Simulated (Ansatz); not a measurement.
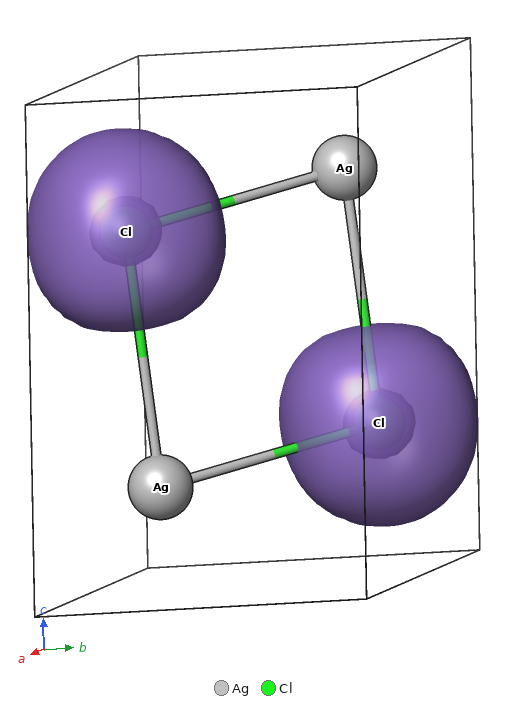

Figure 1: AgCl. Isosurface of the electron localisation function at 0.7 (purple), seen at an oblique angle. Only the valence region is drawn (cores and ρ < 0.01 e/Å³ removed). Sticks mark near contacts.

Space group P-1; a structure from a database of computed crystals, not necessarily the ambient phase; changed on purpose from its base cell (equal xy, yz and zx shear strains of +3 %, PAW files).

Level of theory: Ansatz, DFT, PBE, PAW with Ansatz's default frozen-core files, scalar-relativistic.

Core electrons are frozen (PAW), and the valence fields are smoothed inside the atomic spheres.

```
CELL_PARAMETERS angstrom
3.74182 0.05613 0.05613
-0.05886 -0.05886 -3.92404
-1.78756 5.52853 0.05529
ATOMIC_POSITIONS crystal
Ag 0.60344 0.25000 0.20689
Ag 0.39656 0.75000 0.79311
Cl 0.13455 0.75000 0.26910
Cl 0.86545 0.25000 0.73090
```

**What do the ELF domains correspond to?**

At this value the surface marks out two regions wrapped around Cl (the valence shell of each), counted in one cell of 4 atoms. Regions shared between cells count once. Along the contacts the grid gives the following. Ag–Cl (2.69 Å): the ELF peaks at about 0.85 in the valence shell of Cl, 0.7 Å from its nucleus, and drops to about 0.10 between the two atoms; no localised pair shows between them. Ag–Cl (2.76 Å): the ELF peaks at about 0.85 in the valence shell of Cl, 0.8 Å from its nucleus, and drops to about 0.10 between the two atoms: no shared electron pair shows on this line.
